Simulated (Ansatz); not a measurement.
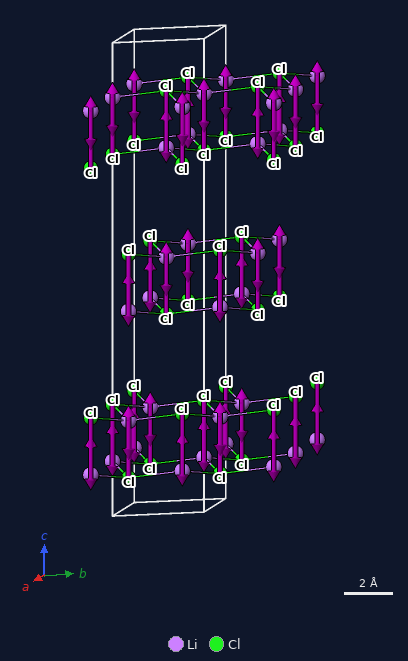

A relaxation of crystalline LiCl (a generated structure, set up in R-3m). The starting structure is drawn; purple arrows show the displacements (the part carried along by the change of the cell is left out), 50 times their true length.

A ball-and-stick model of the conventional cell (3 times the calculation's cell), repeated 2 × 2 × 1 with one cell outlined, seen slightly off an axis. Lengths and directions refer to the drawn axes.

The calculation used DFT PBE, scalar-relativistic, plane waves, PAW in Ansatz 0.2.0.

The input:
```yaml
crystal:
  lattice:
    - [2.0252686721, 1.169289413, 6.754564267]
    - [-2.0252686721, 1.169289413, 6.754564267]
    - [0.0, -2.3385788261, 6.754564267]
  atoms:
    - { symbol: Li, position: [0.8847969132, 0.8847969132, 0.8847969132] }
    - { symbol: Li, position: [0.1152030868, 0.1152030868, 0.1152030868] }
    - { symbol: Cl, position: [0.2358772798, 0.2358772798, 0.2358772798] }
    - { symbol: Cl, position: [0.7641227202, 0.7641227202, 0.7641227202] }
basis:
  ecutwfc: 420
kpoints:
  mp_grid: { grid: [6, 6, 6] }
hamiltonian:
  xc: pbe
scf:
  occupations: { method: gaussian, width: 0.02 }
output:
  forces: true
  stress: true
  eigenvalues: true
relax:
  adjacent_minimum: "off"
  f_tol: 0.01
  max_steps: 80
  cell: { stress_tol: 0.05 }
```

Command:
```bash
ansatz run input.yaml --threads 1 --pin off --max-ram 2048MiB --backend cpu --events-out ev --progress --plain --runs-dir out
```

Question: Which element moves most?

Answer: Chlorine: up to 0.063 Å, against 0.034 Å for lithium.

Question: Describe the change and its energy.

Answer: The largest moves relative to the cell, 0.063 Å, are those of Cl3 and Cl4. Cl4 goes along +c. Largest moves by element: Cl 0.063 Å, Li 0.034 Å. The drawn cell changes as follows: a = b 4.051 → 4.041 Å (−0.2 %), c 20.264 → 21.366 Å (+5.4 %); the volume changes by +5.0 %. Among the contacts that change: Li1–Cl4 2.445 → 2.482 Å, Li1–Cl3 2.366 → 2.359 Å. The space group stays R-3m (No. 166). After 6 accepted moves (7 points after the start) the energy has fallen by 0.7 meV per atom. The largest force component goes from 0.037 to 0.0014 eV/Å. The pressure goes from 0.09 to 0.01 GPa. The SCF was repeated once at an unchanged geometry on a basis and grid sized afresh for the cell, which shifted the energy by less than 0.05 meV per atom at most.
